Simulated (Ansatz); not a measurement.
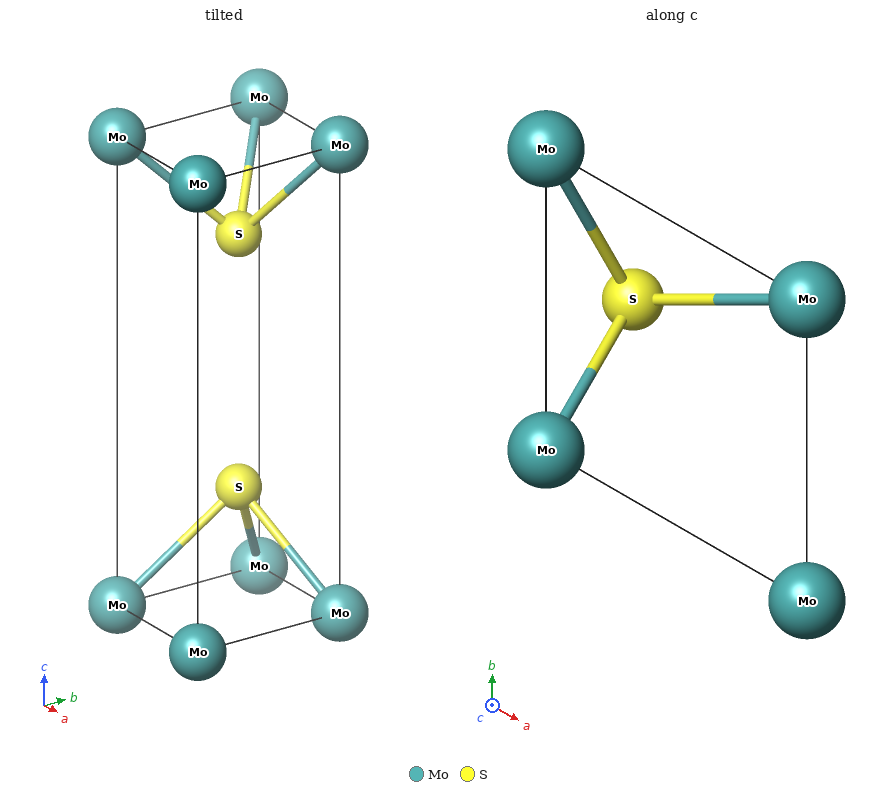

The image is a ball-and-stick drawing of a crystal, viewed slightly off an axis and along the c axis. The conventional unit cell is drawn as a box.

MoS2, space group P-6m2 (No. 187), a = 3.171 Å, b = 3.171 Å, c = 6.761 Å, α = 90.00°, β = 90.00°, γ = 120.00°. Its origin is a structure listed in the Materials Project. The cell was then strained or its atoms displaced on purpose. An electronic-structure calculation with Ansatz was run on it.

This one geometry was computed with Ansatz (DFT, plane waves, PAW) at three levels of theory: r2SCAN, HSE06 and PBE.

Q: Which level gives the highest pressure at this volume, and what does that say about its equilibrium volume?

A: Highest: PBE (2.3 GPa), which points to the largest equilibrium volume. Lowest, with the smallest volume: HSE06 (-2.1 GPa). Levels within 0.5 GPa of each other can't be told apart.

Q: How does the band gap change with the level of theory?

A: PBE: a gap of 1.24 eV, indirect; r2SCAN: a gap of 1.32 eV, indirect; HSE06: a gap of 1.73 eV, indirect.

Q: Collect the results in a table.

A:
| level | cutoff (eV) | k-mesh of the run's cell | gap (eV) | pressure (GPa) |
| --- | --- | --- | --- | --- |
| r2SCAN | 500 | 12×12×4 | 1.32 | 1.1 |
| HSE06 | 420 | 6×6×4 | 1.73 | -2.1 |
| PBE | 420 | 12×12×4 | 1.24 | 2.3 |

Gaps are taken on the k-mesh or band path of each run.
